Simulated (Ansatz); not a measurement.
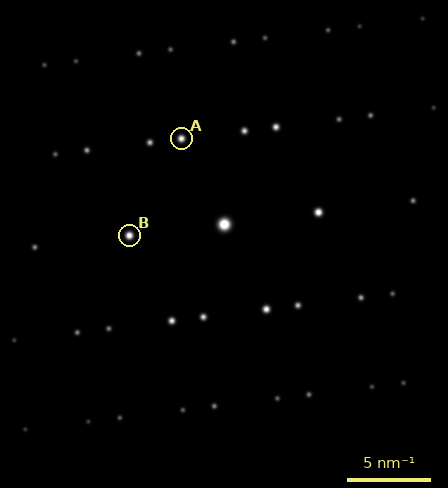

Simulated selected-area electron diffraction pattern (200 kV, kinematic approximation, thin crystal, B = 0.8 Å² for all atoms). Two individuals of a reflection twin are superposed (a geometric construction: whether this twin forms is not tested; the second individual is smaller and so fainter). Crystal: C, space group Fm-3m (No. 225), a = 3.02 Å, zone axis [110]. Structure: the geometry relaxed with DFT, LDA (PW92), plane waves (420 eV) with PAW, scalar-relativistic in Ansatz; the starting structure was generated, so it need not be a known form of this composition.

In the first individual spot A is -1 1 -1 and spot B is -1 1 1.

**Find the twin plane.**

(1-1-1). The spot positions of the combined pattern are mirror-symmetric about the row through 1 -1 -1 (d = 1.742 Å), which both individuals share, while a single individual has only symmetry 2mm without that mirror line. Friedel's law adds the mirror line at right angles, so a twin on (1-12) would give the same picture; the more widely spaced plane was used.

**Which other reflections coincide?**

Within the frame only the reflections of the common row coincide.
